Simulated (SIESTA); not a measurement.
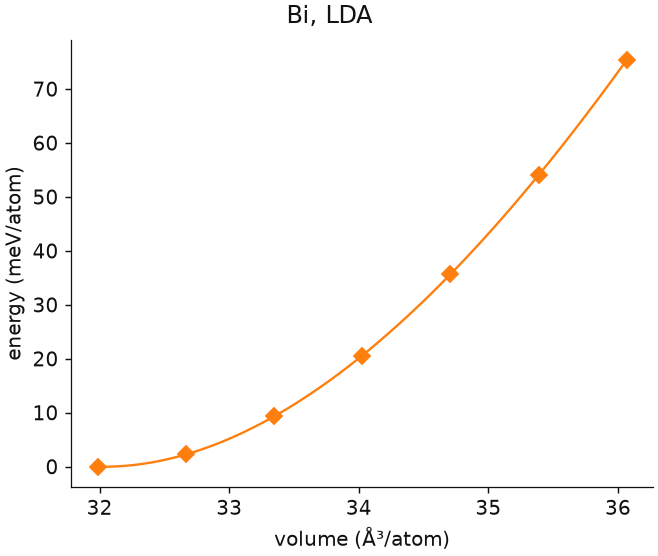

Caption: Energy against volume for Bi, space group C2/m (No. 12).

A third-order Birch–Murnaghan fit gives V0 = 32.02 Å³/atom, B0 = 59.1 GPa and B′ = 4.6. The energy rises from 0.01 meV/atom at volume 31.98 Å³/atom to 75.38 meV/atom at 36.07 Å³/atom.

Method: DFT in numerical atomic orbitals with pseudopotentials, no spin polarisation; energies at scaled volumes of the given cell, shape and fractions fixed, counted from the fit's minimum, third-order Birch-Murnaghan fit (SIESTA 5.4.2). Level: LDA.

k mesh 6×6×9; occupations Fermi–Dirac; smearing width 0.05 eV; potentials PseudoDojo 0.4 standard, converted to PSML, two zetas on semicore shells; program settings basis DZP, mesh cutoff 500 Ry.

Starting cell:
```xyz
2
Lattice="3.4886 -3.1326 0.0000 3.4886 3.1326 0.0000 -1.2602 0.0000 3.1136" Properties=species:S:1:pos:R:3 pbc="T T T"
Bi    4.1738    0.0000    2.6695
Bi    1.5432    0.0000    0.4440
```

Caveats: the fit and the printed pressures don't fully agree, or the minimum lies near the end of the range; mulliken charges of long orbitals; spin-orbit coupling left out, heavy elements; shape and atomic fractions are frozen while scaling, which makes layered, chain and framework solids too stiff.
